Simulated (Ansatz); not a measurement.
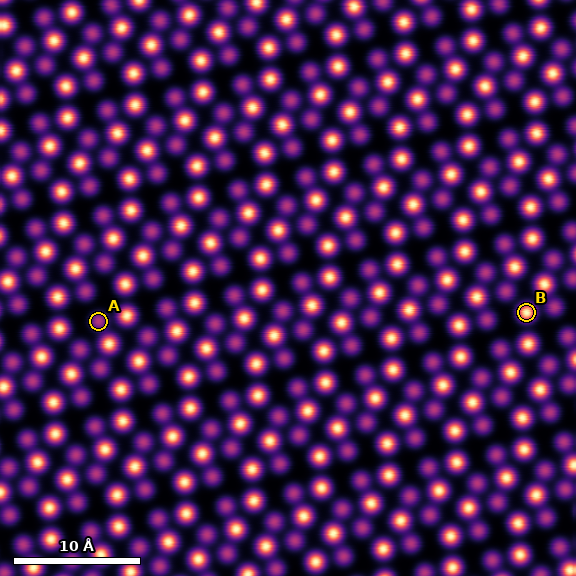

Z-contrast image of Ge (R-3m, No. 166) along [100]. Simulated incoherent Z contrast: every atom adds Z^1.7 spread by a probe of 1.17 Å full width; channelling and multiple scattering are left out. The probe carries 25 % of its weight in a tail 2.5 times as wide. A slight drift was added. Structure used: the end point of a relaxation with DFT r2SCAN, scalar-relativistic, plane waves, PAW (Ansatz 0.2.0); the starting structure was generated, so it need not be a known form of this composition.

```cif
data_structure
_symmetry_space_group_name_H-M 'P 1'
_symmetry_Int_Tables_number 1
_cell_length_a 6.3083
_cell_length_b 6.3083
_cell_length_c 24.5558
_cell_angle_alpha 90.000
_cell_angle_beta 90.000
_cell_angle_gamma 120.000
_cell_volume 846.26
loop_
_atom_site_label
_atom_site_type_symbol
_atom_site_fract_x
_atom_site_fract_y
_atom_site_fract_z
_atom_site_occupancy
Ge1 Ge 0.13835 0.86165 0.88400 1
Ge2 Ge 0.13835 0.27670 0.88400 1
Ge3 Ge 0.72330 0.86165 0.88400 1
Ge4 Ge 0.19498 0.80502 0.78266 1
Ge5 Ge 0.61004 0.80502 0.78266 1
Ge6 Ge 0.19498 0.38996 0.78266 1
Ge7 Ge 0.52316 0.47684 0.70305 1
Ge8 Ge 0.52316 0.04632 0.70305 1
Ge9 Ge 0.95368 0.47684 0.70305 1
Ge10 Ge 0.81017 0.18983 0.96362 1
Ge11 Ge 0.37965 0.18983 0.96362 1
Ge12 Ge 0.81017 0.62035 0.96362 1
Ge13 Ge 0.80502 0.19498 0.21734 1
Ge14 Ge 0.80502 0.61004 0.21734 1
Ge15 Ge 0.38996 0.19498 0.21734 1
Ge16 Ge 0.86165 0.13835 0.11600 1
Ge17 Ge 0.27670 0.13835 0.11600 1
Ge18 Ge 0.86165 0.72330 0.11600 1
Ge19 Ge 0.18983 0.81017 0.03638 1
Ge20 Ge 0.18983 0.37965 0.03638 1
Ge21 Ge 0.62035 0.81017 0.03638 1
Ge22 Ge 0.47684 0.52316 0.29695 1
Ge23 Ge 0.04632 0.52316 0.29695 1
Ge24 Ge 0.47684 0.95368 0.29695 1
Ge25 Ge 0.47168 0.52832 0.55067 1
Ge26 Ge 0.47168 0.94337 0.55067 1
Ge27 Ge 0.05663 0.52832 0.55067 1
Ge28 Ge 0.52832 0.47168 0.44933 1
Ge29 Ge 0.94337 0.47168 0.44933 1
Ge30 Ge 0.52832 0.05663 0.44933 1
Ge31 Ge 0.85649 0.14351 0.36972 1
Ge32 Ge 0.85649 0.71299 0.36972 1
Ge33 Ge 0.28701 0.14351 0.36972 1
Ge34 Ge 0.14351 0.85649 0.63028 1
Ge35 Ge 0.71299 0.85649 0.63028 1
Ge36 Ge 0.14351 0.28701 0.63028 1
```

Assign the marked columns.

A: Ge (1 Ge per 6.31 Å along the beam; about 50 % of the brightest peak). B: Ge (2 Ge per 6.31 Å along the beam; the brightest kind). Brightness is counted from the darkest point of the image.
